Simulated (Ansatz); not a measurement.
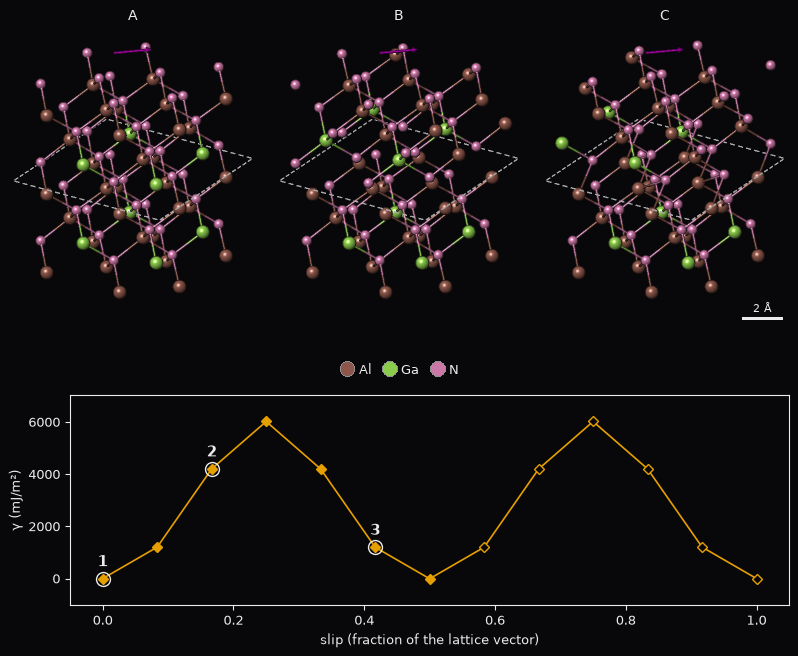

Energy scan for a crystal of Al₃GaN₄ (P-43m), in which the crystal above a cut along the (1 0 0) plane of the conventional cell (between a plane of Al below and one of N above, 1.08 Å apart) is slid rigidly by fractions of an in-plane lattice vector 6.22 Å long (a generalised stacking fault). One cut stands in each cell, which starts 8.8 Å high; nothing is relaxed, and the dashed outline marks the cut, the arrow on top the direction of slip. The frames are shuffled; the numbered points of the plot belong to them. Hollow markers are points alike by symmetry, not computed again. Style: ball-and-stick. Shown: the layers on both sides of the cut, obliquely from above.

Level of theory: DFT r2SCAN, scalar-relativistic, plane waves, PAW (Ansatz 0.2.0). (plane-wave cutoff 500 eV; k-point mesh 5 × 5 × 3; occupations gaussian; smearing width 0.05 eV; no spin polarisation). Energies (free energies at the smearing named) are counted from the relaxed crystal.

**Which frame belongs to which numbered point?**

Point 1 is frame A (the slip 0.00, 0 mJ/m²); 2 is frame C (the slip 0.167, 4204 mJ/m²); 3 is frame B (the slip 0.417, 1201 mJ/m²). The curve starts and ends at zero, since a full lattice vector restores the crystal. Its highest computed point is 6019 mJ/m² at slip 0.25 and 0.75. The local minimum at 0.50 (−6 mJ/m²) is a metastable fault on this line; the lower of the two humps that part it from the perfect crystal is 6019 mJ/m² high. The path is symmetric about half-way. Relaxation across the fault would lower the values.
